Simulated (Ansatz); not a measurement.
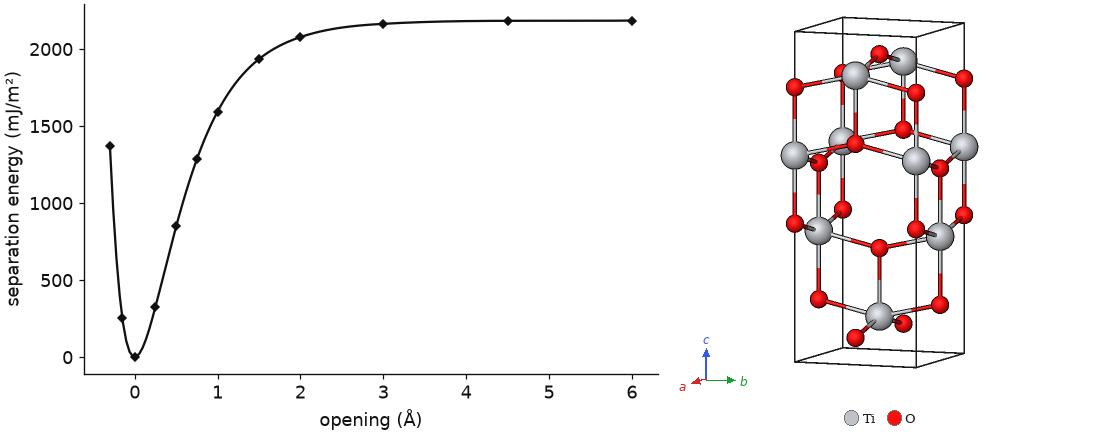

Plotted: separation energy against opening for TiO₂, space group I4_1/amd (No. 141). The cell is drawn beside the plot.

The given structure:
```xyz
12
Lattice="-3.7992 0.0000 0.0000 0.0000 -3.7992 0.0000 0.0000 0.0000 9.6969" Properties=species:S:1:pos:R:3 pbc="T T T"
Ti    0.0000   -3.7992    6.0606
Ti   -1.8996   -1.8996    1.2121
Ti   -1.8996    0.0000    3.6363
Ti    0.0000   -1.8996    8.4848
O     0.0000    0.0000    8.0630
O    -1.8996   -1.8996    3.2146
O    -1.8996    0.0000    5.6388
O     0.0000   -1.8996    0.7904
O    -1.8996    0.0000    1.6339
O     0.0000   -1.8996    6.4823
O     0.0000    0.0000    4.0581
O    -1.8996   -1.8996    8.9065
```

Method: rigid opening of a crystal across a plane by lengthening cell vector c along the normal, one cut a cell, unrelaxed, by plane-wave density functional theory with PAW datasets, free energies less that of the undisturbed cell; scalar-relativistic (Ansatz 0.2.0). Level: PBE, no spin polarisation.

```tsv
setting	value
wave cutoff	420 eV
k mesh	7×7×3
occupations	Gaussian
smearing width	0.05 eV
k shift	(0, 0, 0) (mesh steps)
start	relaxed
height of the cut	0 (fraction of cell vector c)
```

From this curve and the settings, what does the calculation give for the traction and gap on the k mesh at the same points?

The traction goes from −120 GPa at opening −0.30 Å to 0 GPa at 6.00 Å, not monotonically, with a high of 20 GPa at 0.25 Å. The gap on the k mesh stays open and runs from 1.922 eV at opening −0.30 Å to 1.675 eV at 6.00 Å, with its largest value, 2.124 eV, at 0.00 Å, with its least value, 1.675 eV, at 4.50 Å.

```csv
opening (Å),traction (GPa),gap on the k mesh (eV)
-0.30,-120,1.922
-0.15,-39,2.081
0.00,0,2.124
0.25,20,1.950
0.50,20,1.824
0.75,15,1.755
1.00,10,1.721
1.50,4,1.694
2.00,2,1.682
3.00,0,1.676
4.50,0,1.675
6.00,0,1.675
```

Limits of the calculation: odd k mesh can miss points on the zone edge.
